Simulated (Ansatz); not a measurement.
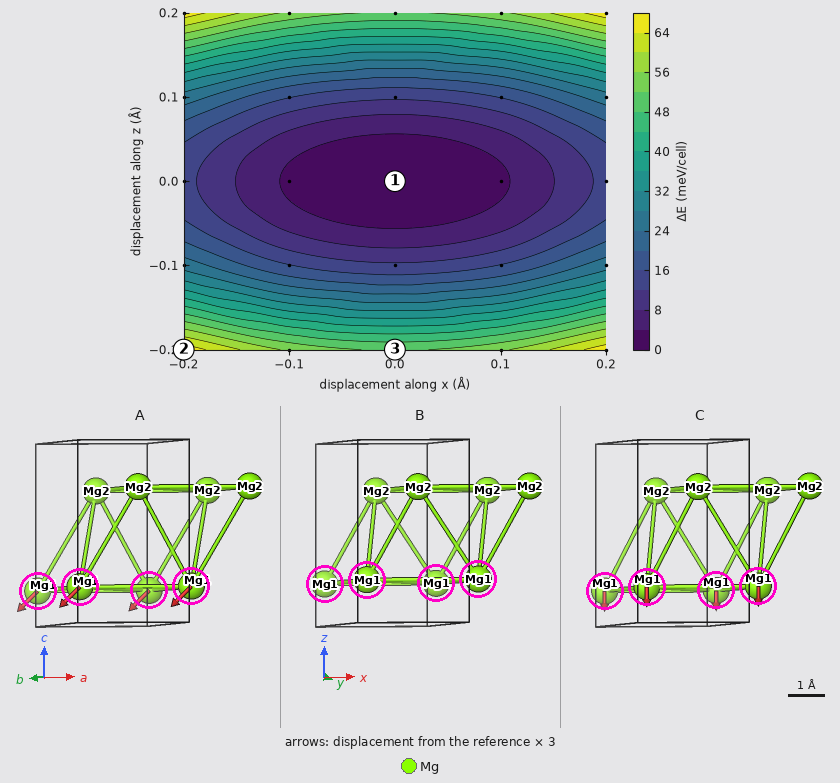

Energy scan for crystalline Mg (P6_3/mmc), in which Mg1 (one in each cell of 2 atoms) is moved over the plane of the Cartesian directions x and z, all else fixed. The map is interpolated between the computed points (dots). The frames are shuffled; each belongs to one numbered point. A ball-and-stick model of the cell of the calculation, repeated 2 × 2 × 1 with one cell outlined, seen nearly along the normal of the scanned plane. The ringed atoms are those of the scanned coordinates. Red arrows: displacements from the reference.

Theory: Ansatz, DFT PBEsol, scalar-relativistic, plane waves, PAW. (plane-wave cutoff 420 eV; k-point mesh 18 × 18 × 10; occupations gaussian; smearing width 0.15 eV; no spin polarisation). Energies (free energies at the smearing named) are counted from the cell as listed in its source, which wasn't relaxed.

### Which frame belongs to which numbered point?

Point 1 is frame B, at (0.00, 0.00) and 0.0 meV/cell; 2 is frame A, at (−0.20, −0.20) and 66.5 meV/cell; 3 is frame C, at (0.00, −0.20) and 51.6 meV/cell. In pairs of (displacement along x (Å); displacement along z (Å)): the lowest computed point lies at (0.00, 0.00) (0.0 meV/cell), the highest at (−0.20, −0.20), (−0.20, 0.20), (0.20, 0.20), (0.20, −0.20) (66.5 meV/cell).  Over the ranges scanned the energy rises more along the second axis, the displacement along z.
